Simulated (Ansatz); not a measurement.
System: BeSe, space group F-43m (No. 216).

Starting cell:
```yaml
crystal:
  lattice:
    - [0.00000, 2.53500, 2.53500]
    - [2.53500, 0.00000, 2.53500]
    - [2.53500, 2.53500, 0.00000]
  atoms:
    - { symbol: Be, position: [0.00000, 0.00000, 0.00000] }
    - { symbol: Se, position: [0.75000, 0.75000, 0.75000] }
```

Computed with Ansatz 0.2.0: periodic Kohn-Sham DFT of a crystal at fixed atoms, scaled to the stated factor times the given cell; pressure positive in compression, energy less spherical unpolarised free atoms. Level: PBE.

| setting | value |
| --- | --- |
| method | all-electron LAPW |
| relativity | scalar |
| k mesh | 10×10×10 |
| occupations | Fermi–Dirac |
| smearing width | 0.03 eV |
| basis error target | 0.5 (meV/atom) |
| nucleus | Gaussian |

V(given) is 16.29 Å³/atom.

Describe the result: the energy less free atoms and pressure against V/V(given). The V/V(given) takes the values 0.9400, 0.9405, 0.9600, 0.9800, 0.9900, 1.0000, 1.0100, 1.0200, 1.0400, 1.0600.

The energy less free atoms falls from −4.3416 eV/atom at V/V(given) 0.9400 to −4.4100 eV/atom at 1.0600. The pressure falls from 11.9 GPa at V/V(given) 0.9400 to 0.4 GPa at 1.0600.

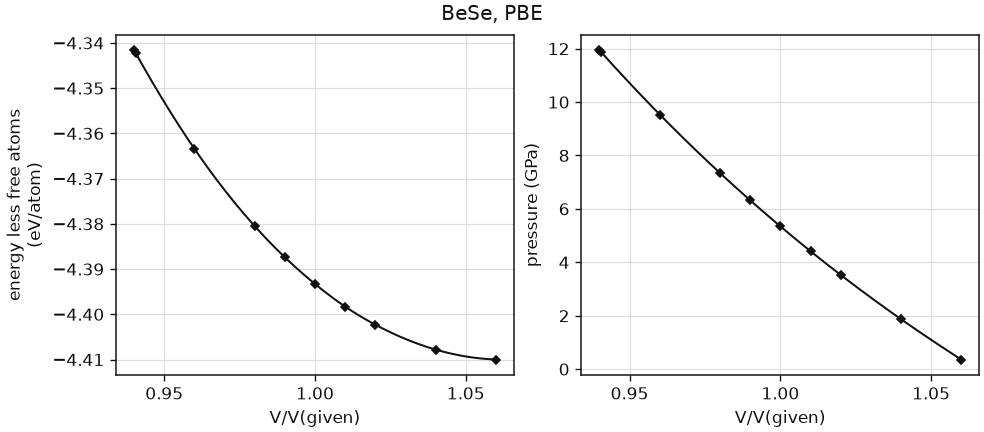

Limits of the calculation: the volumes run don't bracket the minimum of the energy, so any equilibrium value is extrapolated.
